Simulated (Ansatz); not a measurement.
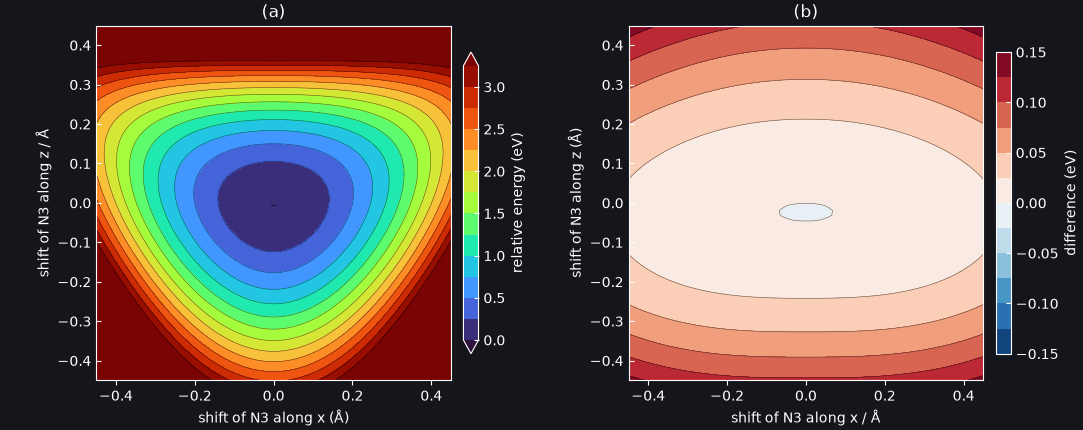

BN (P6_3mc, No. 186; 4 atoms in the cell). Atom N3 is moved over a plane while all other atoms and the cell stay fixed (its periodic images move with it) (x along [1 0 0], y along [1 2 0], z along [0 0 1] of the conventional cell). The first coordinate is: shift of N3 along x; the second: shift of N3 along z. Grid: 5 × 5 points; 15 points were computed and 10 follow by symmetry. Points are written as (first, second). Energies are in eV per cell, from each map's own lowest point. All numbers below come from DFT PBE, scalar-relativistic, plane waves, PAW in Ansatz. Settings: cutoff 420 eV, k-mesh 12×12×6 in the order of the run's cell vectors, gaussian smearing 0.05 eV, no spin polarisation.

Panel (a): Ansatz, DFT PBE, scalar-relativistic, plane waves, PAW. Panel (b): the map at DFT r2SCAN, scalar-relativistic, plane waves, PAW (Ansatz) less the map of (a), each from its own lowest point. The reference cell is the one listed in the database, not relaxed at this level.

How does the change of method alter the landscape?

The difference runs from 0.00 eV at (0.000 Å, 0.000 Å) to 0.14 eV at (−0.450 Å, 0.450 Å).
